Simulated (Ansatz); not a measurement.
System: Co.

The calculation's input:

```
crystal:
  lattice:
    - [0.0, -1.7721, 1.7721]
    - [0.0, 1.7721, 1.7721]
    - [-7.0884, 0.0, 0.0]
  atoms:
    - { symbol: Co, position: [0.0, 0.0, 0.0], spin: 1.7, spin_axis: [0.0, 0.0, 1.0] }
    - { symbol: Co, position: [0.0, 0.0, 0.5], spin: 1.7, spin_axis: [0.0, 0.0, 1.0] }
    - { symbol: Co, position: [0.5, 0.5, 0.25], spin: 1.7, spin_axis: [0.0, 0.0, 1.0] }
    - { symbol: Co, position: [0.5, 0.5, 0.75], spin: 1.7, spin_axis: [0.0, 0.0, 1.0] }
magnetization:
  noncollinear: true
kpoints:
  mp_grid: { grid: [14, 14, 5] }
scf:
  occupations: { method: fermi_dirac, width: 0.08 }
  lower_state_search: "off"
hamiltonian:
  xc: pbe
  pseudopotentials: { kind: paw }
output:
  eigenvalues: false
  write_density: true
  write_potential: true
  elf: true
  volumetric_format: npy
```

Command:

```sh
ansatz run input.yaml --threads 2 --pin off --max-ram 6144MiB --backend cpu --events-out ev --progress --plain --runs-dir out
```

Space group Fm-3m; with non-collinear spins.

All numbers below come from DFT, PBE, PAW with Ansatz's default frozen-core files, scalar-relativistic in Ansatz 0.2.0.

### What can the converged valence pseudo-density and electron localisation function tell about the bonding?

Co–Co (2.51 Å): ρ is about 0.36 e/Å³ halfway; the ELF is about 0.25 at the midpoint: no shared electron pair shows on this line.

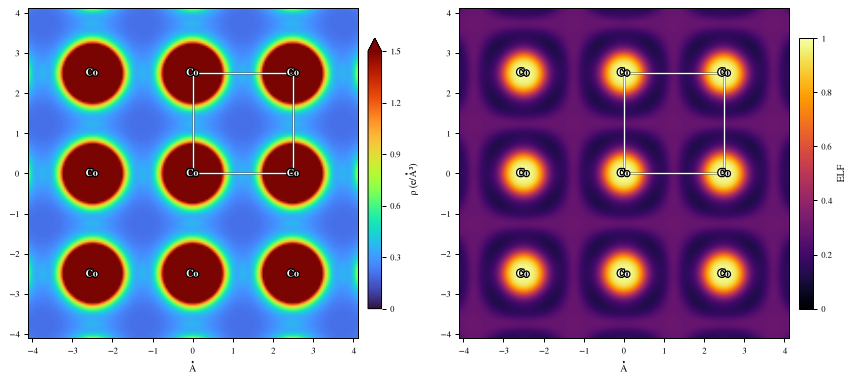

Computed valence pseudo-density and electron localisation function on the (001) plane of the calculation cell, in this order. 

The density is the valence pseudo-density of a PAW calculation; it isn't the true density close to the nuclei.
